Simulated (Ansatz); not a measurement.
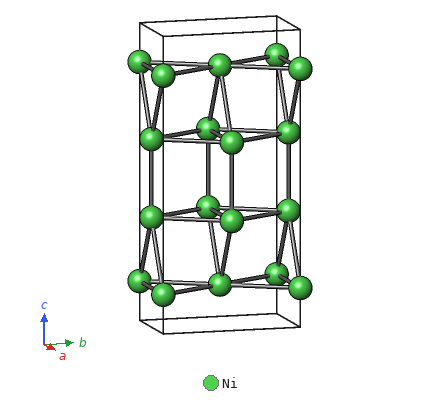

The structure; the drawing may span several cells.

Given this structure, coordinates from a relaxation with DFT PBE, scalar-relativistic, plane waves, PAW in Ansatz; the starting structure was generated, so it need not be a known form of this composition, written in its standard cell:

```
Ni
1.0
     2.47014    0.00000    0.00000
     0.00000    4.18832    0.00000
     0.00000    0.00000    8.85147
Ni
8
Direct
  0.50000 0.00000 0.36814
  0.00000 0.00000 0.13186
  0.50000 0.50000 0.86814
  0.00000 0.50000 0.63186
  0.00000 0.00000 0.86814
  0.50000 0.00000 0.63186
  0.00000 0.50000 0.36814
  0.50000 0.50000 0.13186
```

Q: Predict the [011] zone-axis pattern (200 kV, kinematic, B = 0.5 Å²).

A: The spots form a centred rectangular net with both shortest vectors at d = 2.07 Å, 66.2° apart. They are 1 -1 1 and 1 1 -1. The pattern has symmetry 2mm. The lattice centring (F) removes all reflections that break h + k = 2n, h + l = 2n.

Strongest reflections with d > 0.80 Å, one of each family (|F|² from tabulated Gaussian fits of the electron scattering factors, times a small damping for the curvature of the Ewald sphere):

```
   hkl  d (Å)  I (strongest = 100)
1 1 -1  2.069                  100
 2 0 0  1.235                   73
1 3 -3  1.124                   36
0 4 -4  0.946                   34
3 1 -1  0.805                    9
0 2 -2  1.893                    1
```

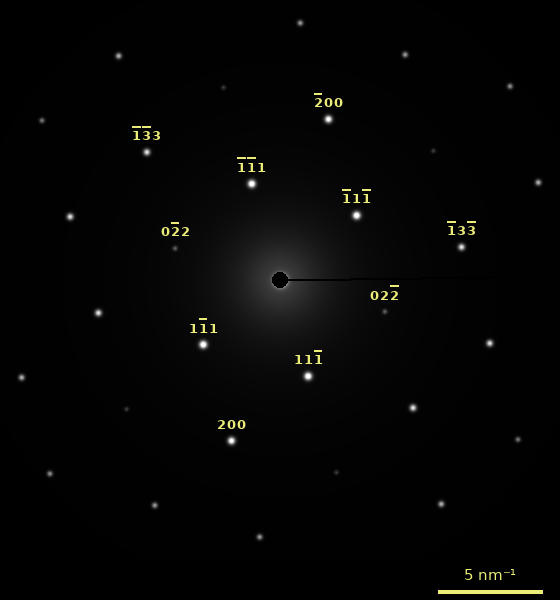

Calculated pattern, seen from the source side with [011] pointing towards the source.
